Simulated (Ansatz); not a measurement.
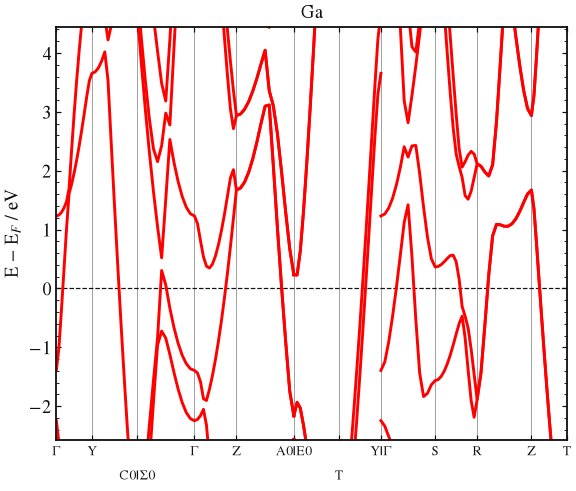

Band structure. Energies are counted from the Fermi level.

Input of the run:

```
crystal:
  lattice:
    - [1.3693766788, -3.9551355037, 0.0]
    - [1.3693766788, 3.9551355037, 0.0]
    - [0.0, 0.0, 3.3505031124]
  atoms:
    - { symbol: Ga, position: [0.8660941874, 0.1339058126, 0.25] }
    - { symbol: Ga, position: [0.1339058126, 0.8660941874, 0.75] }
basis:
  ecutwfc: 500
kpoints:
  mp_grid: { grid: [16, 16, 14] }
  band_path:
    path:
      - [[0.0, 0.0, 0.0], [-0.5, 0.5, 0.0], [-0.27996837, 0.72003163, 0.0]]
      - [[0.27996837, 0.27996837, 0.0], [0.0, 0.0, 0.0], [0.0, 0.0, 0.5], [0.27996837, 0.27996837, 0.5]]
      - [[-0.27996837, 0.72003163, 0.5], [-0.5, 0.5, 0.5], [-0.5, 0.5, 0.0]]
      - [[0.0, 0.0, 0.0], [0.0, 0.5, 0.0], [0.0, 0.5, 0.5], [0.0, 0.0, 0.5], [-0.5, 0.5, 0.5]]
    npoints: 14
hamiltonian:
  xc: r2scan
scf:
  occupations: { method: gaussian, width: 0.1 }
  n_extra_bands: 6
output:
  forces: true
  stress: true
  eigenvalues: true
  populations: true
  dos: { projected: true, de: 0.02, nscf_kmesh: { grid: [24, 24, 21] } }
  bader: true
  write_density: true
  write_potential: true
  elf: true
  volumetric_format: npy
```

Command:
```bash
ansatz run input.yaml --threads 1 --pin off --max-ram 2560MiB --backend cpu --events-out ev --progress --plain --runs-dir out
```

Q: Metal, semiconductor or insulator?

A: A metal: 2 bands cross the Fermi level along this path.

Q: On which lines of the path do bands cross the Fermi level?

A: Bands cross the Fermi level on Γ–Y, Y–C0, Σ0–Γ, Γ–Z, Z–A0, T–Y, Γ–S, S–R, R–Z and Z–T, and not on E0–T.
